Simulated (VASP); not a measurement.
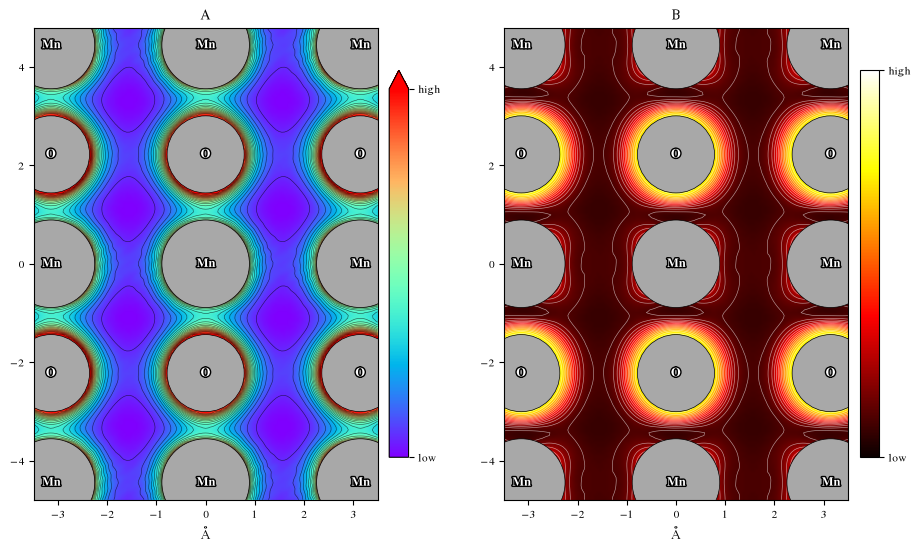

MnO: 2 fields on the (11̄0) plane of the calculation cell, with unlabelled colour scales. Grey discs cover the atomic cores.

Space group Fm-3m; computed pressure about −46 GPa in this cell.

Theory: VASP, Kohn-Sham DFT of a periodic cell, LDA, VASP PAW LDA potentials, recommended.

### Which field does each panel show? The fields are: electron localisation function and valence pseudo-density.

Panel A: valence pseudo-density. Panel B: electron localisation function. From the grid: Mn–O (2.22 Å): ρ is about 0.35 e/Å³ halfway; the ELF peaks at about 0.85 in the valence shell of O, 0.6 Å from its nucleus, and is about 0.15 at the midpoint (no shared electron pair shows on this line).
